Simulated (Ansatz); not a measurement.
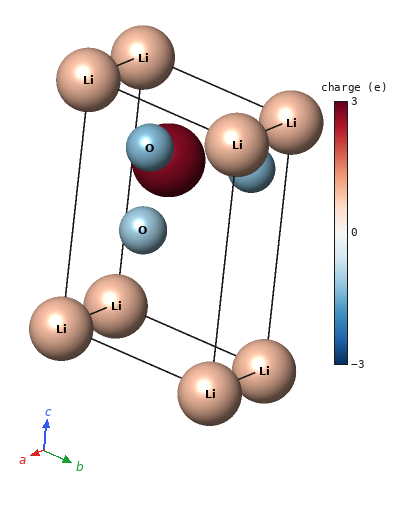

Crystal structure, spheres-only style, seen slightly off an axis. The frame is the cell (the run's own, in a reduced setting); atoms at its boundary are shown with their periodic copies. The atoms of this LiNbO₃ cell are coloured by their Bader charge.

Results below were computed with DFT PBE, scalar-relativistic, plane waves, PAW (Ansatz 0.2.0); the settings were plane waves up to 420 eV, k-points about 0.23 Å⁻¹ apart, Gaussian smearing of 0.02 eV, no spin polarisation.

Question: Summarise the charge transfer.

Answer: Most positive: Nb; most negative: O. Charges: about Li +0.9 e; Nb +2.7 e; O -1.3 to -1.0 e. The transfer is large, as in an ionic solid.

The structure was taken from a random cell made by a generator, so it need not be a real form of the compound. Earlier steps of the study, as a rule a relaxation of our own, may have changed the cell and positions, so they can lie some per cent off the listed ones. It was the input of a calculation with Ansatz.
